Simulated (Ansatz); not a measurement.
## GaN: a changed input and its effect

System: GaN (P3m1, 4 atoms in the cell).
Method of the first run: DFT r2SCAN, scalar-relativistic, plane waves, PAW, no spin polarisation (Ansatz 0.2.0).

The structure derives from an entry of the Crystallography Open Database. Text and figures count atoms from 1; the logs count them from 0 in places.

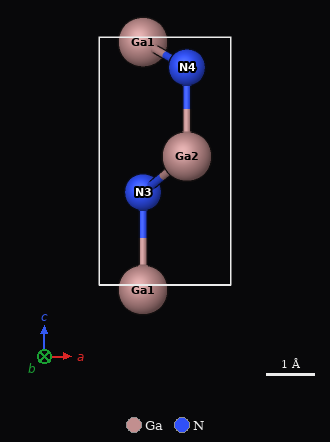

Fig. 1: The input geometry (ball-and-stick view of the cell of the calculation, along the b axis; atoms are numbered from 1 in the order of the input). An atom can appear more than once, as a periodic image. Near neighbours in the periodic cell (some may lie outside the picture): Ga has 4 N at 1.86 to 2.04 Å; N has 4 Ga at 1.86 to 2.04 Å.

Input file, the first run:
```yaml
crystal:
  lattice:
    - [3.1830984299, 0.0, 0.0]
    - [-1.591549215, 2.756644103, 0.0]
    - [0.0, 0.0, 5.1835962425]
  atoms:
    - { symbol: Ga, position: [0.3333333333, 0.6666666667, 0.9798184786] }
    - { symbol: Ga, position: [0.6666666667, 0.3333333333, 0.5184017306] }
    - { symbol: "N", position: [0.3333333333, 0.6666666667, 0.3741256745] }
    - { symbol: "N", position: [0.6666666667, 0.3333333333, 0.8776541163] }
basis:
  ecutwfc: 500
kpoints:
  mp_grid: { grid: [12, 12, 6] }
hamiltonian:
  xc: r2scan
scf:
  occupations: { method: gaussian, width: 0.05 }
output:
  forces: true
  stress: true
  eigenvalues: true
```

Launched with:
```bash
ansatz run input.yaml --threads 2 --pin off --max-ram 5120MiB --backend cpu --events-out ev --progress --plain --runs-dir out
```

Hardware: 2 threads of Oxide Virtual Turin-like (Zen 5), 32 GiB of memory available, shared host.

Output, shortened to warnings, some set-up lines, iterations and results (the first run):
```
Basis set: ecut = 500 eV, 1129 PW (Γ), exchange–correlation on 96×96×160 points (64 copies of the dense FFT grid, shifted against one another)
Symmetry: 6 space group operations
k-points: 100 of 864 (time reversal used)
Initial density: superposition of atomic densities (neutral atoms: chi_scale 0, normalization atom), corrected by the library's trained network
[...]
SCF iter   1: F=—  HF=-8352.421969 eV  |F-HF|=—  |Δ(HF+E_count)|=         —  Δρ=1.25e-2  dr2=2.74e-2  dr2_τ=1.95e-1  ethr=1.77e-3  ⟨swp⟩=5.3  Hψ=9175  notcnv=0
SCF iter   2: F=—  HF=-8352.485411 eV  |F-HF|=—  |Δ(HF+E_count)|=   6.34e-2  Δρ=5.88e-3  dr2=9.77e-3  dr2_τ=3.23e-4  ethr=7.61e-5  ⟨swp⟩=2.0  Hψ=5200  notcnv=0
SCF iter   3: F=—  HF=-8352.484821 eV  |F-HF|=—  |Δ(HF+E_count)|=   5.90e-4  Δρ=3.70e-3  dr2=2.71e-3  dr2_τ=9.30e-5  ethr=2.71e-5  ⟨swp⟩=2.3  Hψ=3851  notcnv=0
SCF iter   4: F=—  HF=-8352.484828 eV  |F-HF|=—  |Δ(HF+E_count)|=   7.65e-6  Δρ=3.25e-4  dr2=3.06e-5  dr2_τ=9.87e-6  ethr=7.52e-6  ⟨swp⟩=2.0  Hψ=4000  notcnv=0
SCF iter   5: F=—  HF=-8352.484851 eV  |F-HF|=—  |Δ(HF+E_count)|=   2.30e-5  Δρ=1.56e-4  dr2=6.57e-6  dr2_τ=1.01e-6  ethr=8.49e-8  ⟨swp⟩=2.0  Hψ=3900  notcnv=0
SCF iter   6: F=—  HF=-8352.484856 eV  |F-HF|=—  |Δ(HF+E_count)|=   4.90e-6  Δρ=7.23e-5  dr2=2.51e-6  dr2_τ=3.37e-7  ethr=1.83e-8  ⟨swp⟩=2.0  Hψ=4000  notcnv=0
SCF iter   7: F=—  HF=-8352.484856 eV  |F-HF|=—  |Δ(HF+E_count)|=   4.61e-7  Δρ=1.56e-5  dr2=1.04e-7  dr2_τ=4.96e-9  ethr=6.96e-9  ⟨swp⟩=2.0  Hψ=3874  notcnv=0
SCF iter   8: F=-8352.484856 eV  HF=-8352.484856 eV  |F-HF|=8.66e-9  |Δ(HF+E_count)|=   1.75e-8  Δρ=6.60e-6  dr2=1.39e-8  dr2_τ=1.18e-9  ethr=2.78e-10  ⟨swp⟩=4.2  Hψ=8289  …
SCF 1 converged in 8 iterations: F = -8352.484856 eV  dr2 = 1.39e-8
SCF converged after 8 iterations
Free energy (F): -8352.484856 eV
Harris-Foulkes:  -8352.484856 eV  (|F-HF|=8.66e-9)
Internal energy: -8352.484856 eV  (E = F + TS)
E sigma→0 (E₀):  -8352.484856 eV
Fermi energy:    10.755119 eV
--- Per-component energies (eV) ---
  E_band       = -31.419746
  E_kinetic    = 494.567131
  E_local      = -3927.616416  (includes V_loc(G=0)·N_el)
  E_nonlocal   = 952.956028
  E_hartree    = 1812.439648
  E_xc         = -243.640936
  E_vxc        = -287.405013  (∫ρ·V_xc dr)
  E_paw        = -4274.548046  (= ΣΔE_a)
  E_vpaw       = -904.502259  (= ΣTr[D̂ρ^β])
  E_aug_tail   = -0.000052  (compensation charges beyond the density's cutoff)
  E_vtau       = 15.700272  (kinetic-family band-sum trace: ∫τ·v_τ [+ j·A + Jᵃ·Aᵃ] dr)
  E_ewald      = -3165.276944
  E_core_change = -1.365269  (= ΣΔE_core)
  E_smearing   = -0.000000  (= −TS)
  E_closure    = -0.000000  (closes the sum)
  Σ components = -8352.484856   (vs F -8352.484856, Δ=0.00e0)
--- Forces (eV/Å), atoms counted from 1 ---
  atom   1  Ga     0.00000000    -0.00000000     2.55517528
  atom   2  Ga     0.00000000     0.00000000    -3.24504958
  atom   3  N     -0.00000000    -0.00000000     0.35248339
  atom   4  N      0.00000000     0.00000000     0.33739723
  max |Σ_I F_I| component: 6.33e-6 eV/Å
--- Stress (GPa, compression-positive) ---
        1.012968       0.000000      -0.000000
        0.000000       1.012968      -0.000000
       -0.000000      -0.000000       2.172608
  P = ⅓ Tr σ = 1.3995 GPa (13.995 kbar)
```

For the second run the input was changed thus:
```diff
-    - { symbol: Ga, position: [0.3333333333, 0.6666666667, 0.9798184786] }
-    - { symbol: Ga, position: [0.6666666667, 0.3333333333, 0.5184017306] }
-    - { symbol: "N", position: [0.3333333333, 0.6666666667, 0.3741256745] }
-    - { symbol: "N", position: [0.6666666667, 0.3333333333, 0.8776541163] }
+    - { symbol: Ga, position: [0.3333333333, 0.6666666667, 1.0039330111] }
+    - { symbol: Ga, position: [0.6666666667, 0.3333333333, 0.4942871981] }
+    - { symbol: "N", position: [0.3333333333, 0.6666666667, 0.3763309506] }
+    - { symbol: "N", position: [0.6666666667, 0.3333333333, 0.8754488402] }
```

Predict how the results change.

With the same functional and potentials, the second run lies 67.9 meV per atom lower. The gap on the mesh goes from 1.90 to 2.32 eV. The pressure goes from 1.40 to 0.09 GPa. The largest force goes from 3.245 to 0.743 eV/Å. The SCF takes 7 iterations against 8.

Output, shortened to warnings, some set-up lines, iterations and results (the second run):
```
Basis set: ecut = 500 eV, 1129 PW (Γ), exchange–correlation on 96×96×160 points (64 copies of the dense FFT grid, shifted against one another)
Symmetry: 6 space group operations
k-points: 100 of 864 (time reversal used)
Initial density: superposition of atomic densities (neutral atoms: chi_scale 0, normalization atom), corrected by the library's trained network
[...]
SCF iter   1: F=—  HF=-8352.693545 eV  |F-HF|=—  |Δ(HF+E_count)|=         —  Δρ=1.25e-2  dr2=2.67e-2  dr2_τ=1.92e-1  ethr=1.77e-3  ⟨swp⟩=5.0  Hψ=8872  notcnv=0
SCF iter   2: F=—  HF=-8352.756877 eV  |F-HF|=—  |Δ(HF+E_count)|=   6.33e-2  Δρ=5.86e-3  dr2=9.51e-3  dr2_τ=3.17e-4  ethr=7.42e-5  ⟨swp⟩=2.0  Hψ=5200  notcnv=0
SCF iter   3: F=—  HF=-8352.756336 eV  |F-HF|=—  |Δ(HF+E_count)|=   5.40e-4  Δρ=3.70e-3  dr2=2.66e-3  dr2_τ=8.82e-5  ethr=2.64e-5  ⟨swp⟩=2.2  Hψ=3843  notcnv=0
SCF iter   4: F=—  HF=-8352.756352 eV  |F-HF|=—  |Δ(HF+E_count)|=   1.56e-5  Δρ=2.99e-4  dr2=2.21e-5  dr2_τ=8.08e-6  ethr=7.40e-6  ⟨swp⟩=2.0  Hψ=3940  notcnv=0
SCF iter   5: F=—  HF=-8352.756375 eV  |F-HF|=—  |Δ(HF+E_count)|=   2.28e-5  Δρ=1.31e-4  dr2=4.09e-6  dr2_τ=4.55e-7  ethr=6.15e-8  ⟨swp⟩=2.0  Hψ=3872  notcnv=0
SCF iter   6: F=—  HF=-8352.756379 eV  |F-HF|=—  |Δ(HF+E_count)|=   4.53e-6  Δρ=4.31e-5  dr2=8.79e-7  dr2_τ=6.67e-8  ethr=1.14e-8  ⟨swp⟩=2.0  Hψ=3878  notcnv=0
SCF iter   7: F=-8352.756379 eV  HF=-8352.756379 eV  |F-HF|=2.39e-8  |Δ(HF+E_count)|=   2.22e-7  Δρ=1.23e-5  dr2=6.05e-8  dr2_τ=4.08e-9  ethr=2.78e-10  ⟨swp⟩=3.0  Hψ=10093  …
SCF 1 converged in 7 iterations: F = -8352.756379 eV  dr2 = 6.05e-8
SCF converged after 7 iterations
Free energy (F): -8352.756379 eV
Harris-Foulkes:  -8352.756379 eV  (|F-HF|=2.39e-8)
Internal energy: -8352.756379 eV  (E = F + TS)
E sigma→0 (E₀):  -8352.756379 eV
Fermi energy:    10.671038 eV
--- Per-component energies (eV) ---
  E_band       = -29.758976
  E_kinetic    = 494.381789
  E_local      = -3905.500276  (includes V_loc(G=0)·N_el)
  E_nonlocal   = 952.975172
  E_hartree    = 1802.429166
  E_xc         = -243.555144
  E_vxc        = -287.274941  (∫ρ·V_xc dr)
  E_paw        = -4274.756405  (= ΣΔE_a)
  E_vpaw       = -904.881299  (= ΣTr[D̂ρ^β])
  E_aug_tail   = -0.000047  (compensation charges beyond the density's cutoff)
  E_vtau       = 15.683007  (kinetic-family band-sum trace: ∫τ·v_τ [+ j·A + Jᵃ·Aᵃ] dr)
  E_ewald      = -3177.365365
  E_core_change = -1.365269  (= ΣΔE_core)
  E_smearing   = -0.000000  (= −TS)
  E_closure    = -0.000000  (closes the sum)
  Σ components = -8352.756379   (vs F -8352.756379, Δ=0.00e0)
--- Forces (eV/Å), atoms counted from 1 ---
  atom   1  Ga    -0.00000000    -0.00000000    -0.74297035
  atom   2  Ga     0.00000000     0.00000000     0.70050831
  atom   3  N     -0.00000000    -0.00000000     0.00863331
  atom   4  N      0.00000000     0.00000000     0.03380547
  max |Σ_I F_I| component: 2.33e-5 eV/Å
--- Stress (GPa, compression-positive) ---
        0.065653       0.000000      -0.000000
        0.000000       0.065653      -0.000000
       -0.000000      -0.000000       0.136515
  P = ⅓ Tr σ = 0.0893 GPa (0.893 kbar)
```

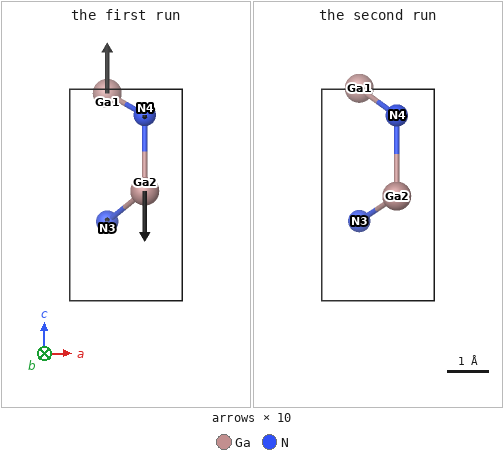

Fig. 2: The two input geometries at one scale (ball-and-stick view of the cell of the calculation, along the b axis). The black arrows on the first give the shifts of the atoms relative to the cell, with their mean removed, magnified 10 times. The largest moves, 0.13 Å, are those of Ga1 and Ga2. Largest moves by element: Ga 0.13 Å, N 0.01 Å. (The mean shift of all atoms is removed.) The lattice vectors keep their values. Among the contacts that change: Ga2–N4 1.862 → 1.976 Å, Ga1–N3 2.044 → 1.930 Å, Ga2–N3 1.984 → 1.937 Å, Ga1–N4 1.913 → 1.955 Å.

The two runs side by side:

| quantity | the first run | the second run |
| --- | --- | --- |
| outcome | converged | converged |
| free energy per atom (eV) | −2088.1212 | −2088.1891 |
| gap on the mesh (eV) | 1.90 | 2.32 |
| pressure (GPa) | 1.40 | 0.09 |
| largest force (eV/Å) | 3.245 | 0.743 |
| SCF iterations | 8 | 7 |
| irreducible k-points | 100 | 100 |
| plane waves at Γ | 1129 | 1129 |
| wall time (shared host) | 12 s | 9.8 s |
